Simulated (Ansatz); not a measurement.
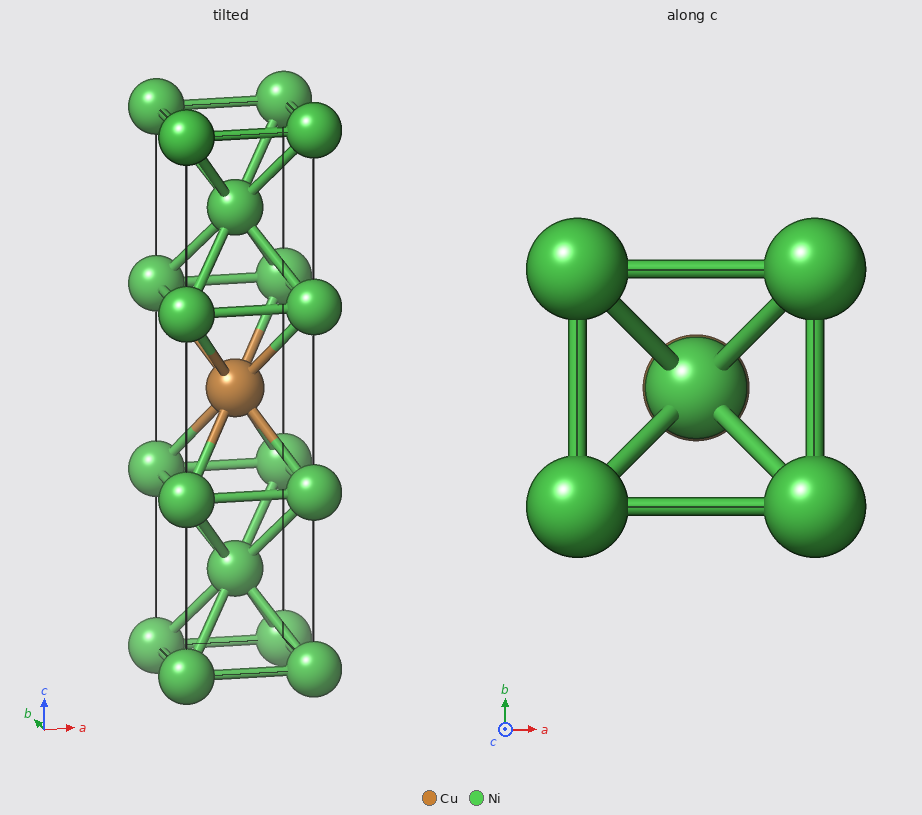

An orthographic ball-and-stick view of the structure, slightly off an axis and along the c axis. The frame is the conventional unit cell; atoms at its boundary are shown with their periodic copies. Cell: a = 2.50 Å, b = 2.50 Å, c = 10.62 Å, α = 90.00°, β = 90.00°, γ = 90.00°.

Provenance: a structure type filled with these elements by a generator (whether the compound takes this form wasn't checked). Earlier steps of the study may have refined or changed the cell and positions. An electronic-structure calculation with Ansatz was run on it.

> In words:

It has the composition CuNi5. The symmetry is that of P4/mmm (No. 123), on a primitive tetragonal lattice. Content of the cell: 1 Cu, 5 Ni (Z = 1). Cu is coordinated by eight Ni and four Cu in a cuboctahedral arrangement (about 2.5 Å to Ni, 2.5 Å to Cu). Ni takes three kinds of site: 2g with eight Ni and four Cu in a cuboctahedral arrangement (about 2.5 Å to Ni, 2.5 Å to Cu); 2h with twelve Ni in a cuboctahedral arrangement at about 2.5 Å; 1a with twelve Ni in a cuboctahedral arrangement at about 2.5 Å. The bonds build a three-dimensional framework.

Level of theory and settings: DFT PBE, scalar-relativistic, plane waves, PAW in Ansatz, a basis cut at 420 eV, 14×14×4 k-mesh, Gaussian smearing of 0.1 eV, collinear spins.

> Which atoms carry magnetic moments in this run, and how do they order?

The state reached is ferromagnetic. Sizes: Ni 0.5 to 0.7 μB; net moment 2.9 μB in the run's cell of 6 atoms.

> Does it come out as a metal, or with a gap?

A metal: bands cross the Fermi level.

> Give the Bader charge of each element.

Cu +0.02 e; Ni 0.00 e.

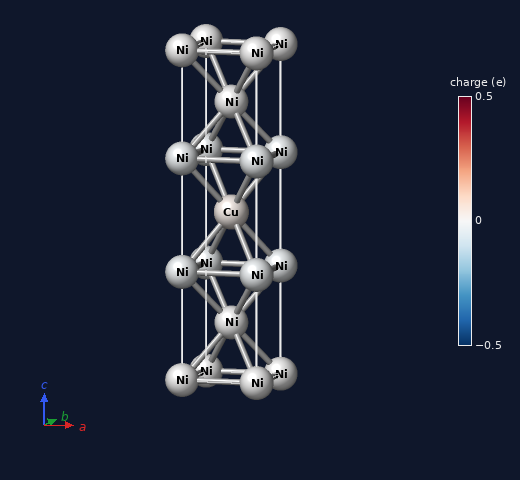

The atoms coloured by those charges. The run's cell of 6 atoms is drawn.

> Is the geometry at rest?

Yes. All forces vanish to within 0.01 eV/Å. The pressure is 0.0 GPa, close to zero.
